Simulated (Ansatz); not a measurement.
A series of calculations on TiSi2

### Relaxation

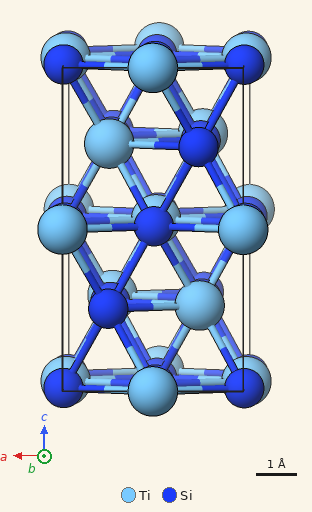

Starting structure of crystalline TiSi$_{2}$ (set up in Fddd). The picture is a ball-and-stick view of the conventional cell (4 times the calculation's cell), seen from a free direction. Lengths and directions refer to the drawn axes.

Case: relaxed at 30 GPa.

Method: DFT PBE, scalar-relativistic, plane waves, PAW in Ansatz 0.2.0.

The input:
```yaml
crystal:
  lattice:
    - [0.0, 3.9028138372, 4.0866238362]
    - [2.2782522208, 0.0, 4.0866238362]
    - [2.2782522208, 3.9028138372, 0.0]
  atoms:
    - { symbol: Ti, position: [0.75, 0.75, 0.75] }
    - { symbol: Ti, position: [0.5, 0.5, 0.5] }
    - { symbol: Si, position: [0.0863502853, 0.4136497147, 0.0863502853] }
    - { symbol: Si, position: [0.4136497147, 0.0863502853, 0.4136497147] }
    - { symbol: Si, position: [0.1636497147, 0.8363502853, 0.1636497147] }
    - { symbol: Si, position: [0.8363502853, 0.1636497147, 0.8363502853] }
basis:
  ecutwfc: 420
kpoints:
  mp_grid: { grid: [10, 10, 10] }
hamiltonian:
  xc: pbe
scf:
  occupations: { method: gaussian, width: 0.1 }
output:
  forces: true
  stress: true
  eigenvalues: true
relax:
  adjacent_minimum: "off"
  f_tol: 0.008
  max_steps: 50
  cell: { stress_tol: 0.08, p_target: 30.0 }
```

Launched with:
```bash
ansatz run input.yaml --threads 1 --pin off --max-ram 2560MiB --backend cpu --events-out ev --progress --plain --runs-dir out
```

### Predict the outcome.

The atoms keep their places relative to the cell (all moves are under 0.005 Å). Cell: a 4.557 → 4.560 Å (+0.1 %), b 7.806 → 7.789 Å (−0.2 %), c 8.173 → 8.215 Å (+0.5 %). Volume +0.4 %. Some distances before and after: Si3–Si5 2.416 → 2.426 Å, Ti1–Si3 2.625 → 2.617 Å, Ti1–Si5 2.435 → 2.443 Å, Ti1–Ti2 3.046 → 3.051 Å. The space group stays Fddd (No. 70). After 2 accepted moves (3 points after the start) the energy has fallen by 54.7 meV per cell of the calculation. With the target pressure of 30 GPa, the enthalpy E + pV changes by −4.7 meV per cell of the calculation. The largest force component goes from 0.045 to 0.004 eV/Å. The pressure goes from 31.18 to 29.97 GPa. The SCF was repeated once at an unchanged geometry on a basis and grid sized afresh for the cell, which shifted the energy by 0.1 meV per cell of the calculation at most.

### Relaxation

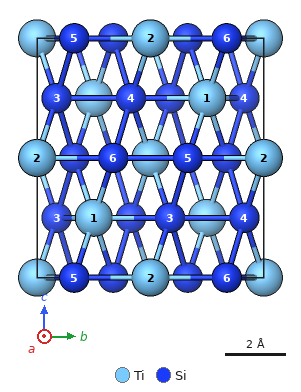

Starting structure of crystalline TiSi₂ (set up in Fddd). The picture is a ball-and-stick view of the conventional cell (4 times the calculation's cell), seen along the a axis. Lengths and directions refer to the drawn axes.

Case: relaxed at 60 GPa.

These are results of DFT PBE, scalar-relativistic, plane waves, PAW in Ansatz 0.2.0, not measurements.

The input:
```yaml
crystal:
  lattice:
    - [0.0, 3.7918589471, 3.9996225593]
    - [2.2198368884, 0.0, 3.9996225593]
    - [2.2198368884, 3.7918589471, 0.0]
  atoms:
    - { symbol: Ti, position: [0.75, 0.75, 0.75] }
    - { symbol: Ti, position: [0.5, 0.5, 0.5] }
    - { symbol: Si, position: [0.0860186619, 0.4139813381, 0.0860186619] }
    - { symbol: Si, position: [0.4139813381, 0.0860186619, 0.4139813381] }
    - { symbol: Si, position: [0.1639813381, 0.8360186619, 0.1639813381] }
    - { symbol: Si, position: [0.8360186619, 0.1639813381, 0.8360186619] }
basis:
  ecutwfc: 420
kpoints:
  mp_grid: { grid: [10, 10, 10] }
hamiltonian:
  xc: pbe
scf:
  occupations: { method: gaussian, width: 0.1 }
output:
  forces: true
  stress: true
  eigenvalues: true
relax:
  adjacent_minimum: "off"
  f_tol: 0.008
  max_steps: 50
  cell: { stress_tol: 0.08, p_target: 60.0 }
```

Launched with:
```bash
ansatz run input.yaml --threads 1 --pin off --max-ram 2560MiB --backend cpu --events-out ev --progress --plain --runs-dir out
```

**Where does the relaxation end?**

No atom moves by more than 0.005 Å relative to the cell. The drawn cell changes as follows: a 4.440 → 4.413 Å (−0.6 %), b 7.584 → 7.507 Å (−1.0 %), c 7.999 → 7.991 Å (−0.1 %); the volume changes by −1.7 %. Near-neighbour distances that change, for instance: Ti1–Si3 2.548 → 2.519 Å, Si3–Si4 2.575 → 2.553 Å, Si3–Si4 (another image) 2.487 → 2.469 Å, Ti1–Ti2 2.971 → 2.955 Å. The space group stays Fddd (No. 70). After 3 accepted moves (4 points after the start) the energy has risen by 67.6 meV per atom. With the target pressure of 60 GPa, the enthalpy E + pV changes by −4.5 meV per atom. Largest force component: 0.062 eV/Å at the start, 0.0074 eV/Å at the end. Pressure: 54.16 GPa at the start and 60.00 GPa at the end. At 1 point the geometry stayed and the basis and grid were re-selected for the new cell (energy shift of less than 0.05 meV per atom at most each time).

After the run, drawn alike:

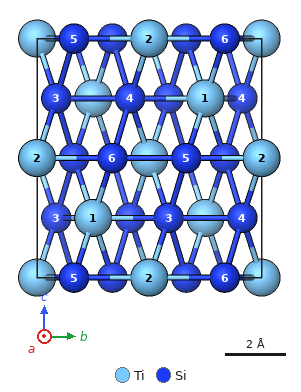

### Series

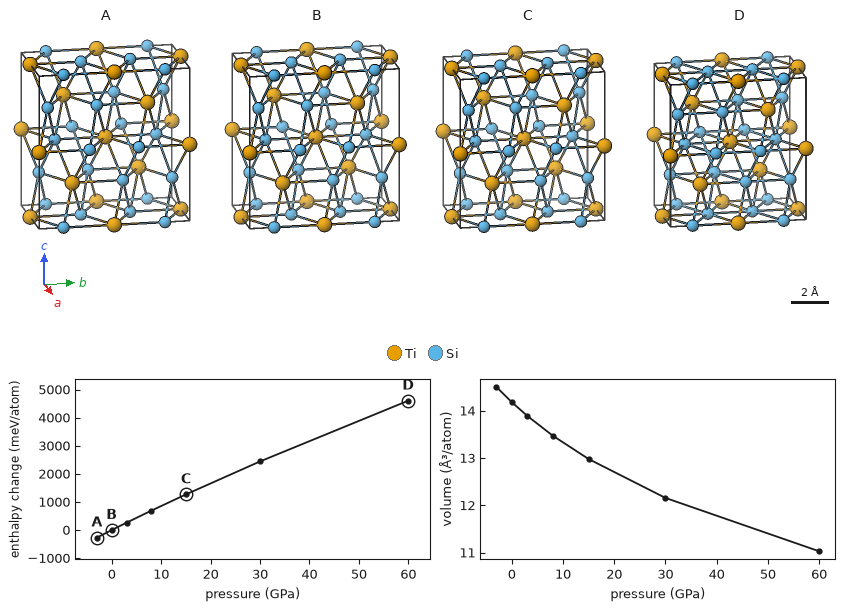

Members of a series of calculations on a crystal of TiSi2 (set up in Fddd), marked on the first curve. Style: ball-and-stick. Shown: the conventional cell (4 times the calculation's cell), slightly off an axis. Lengths and directions refer to the drawn axes.

Level of theory: DFT PBE, scalar-relativistic, plane waves, PAW (Ansatz 0.2.0). Set-up: plane-wave cutoff 420 eV; k-point mesh 10 × 10 × 10; occupations gaussian; smearing width 0.1 eV; no spin polarisation.

Q: Describe the series.

A: The structure is relaxed at several pressures. A (pressure −3.0 GPa): enthalpy change −268 meV/atom, volume 14.50 Å³ per atom. B (pressure 0.0 GPa): enthalpy change 0.0 meV/atom, volume 14.18 Å³ per atom. C (pressure 15.0 GPa): enthalpy change 1267 meV/atom, volume 12.98 Å³ per atom. D (pressure 60.0 GPa): enthalpy change 4604 meV/atom, volume 11.03 Å³ per atom. The rest compares A with D. The drawn cell changes as follows: a 4.846 → 4.413 Å (−8.9 %), b 8.344 → 7.507 Å (−10.0 %), c 8.607 → 7.991 Å (−7.2 %); the volume changes by −23.9 %. Near-neighbour distances before and after: Si–Ti 2.811 → 2.519 Å, Si–Si 2.824 → 2.553 Å, Si–Si 2.721 → 2.469 Å.
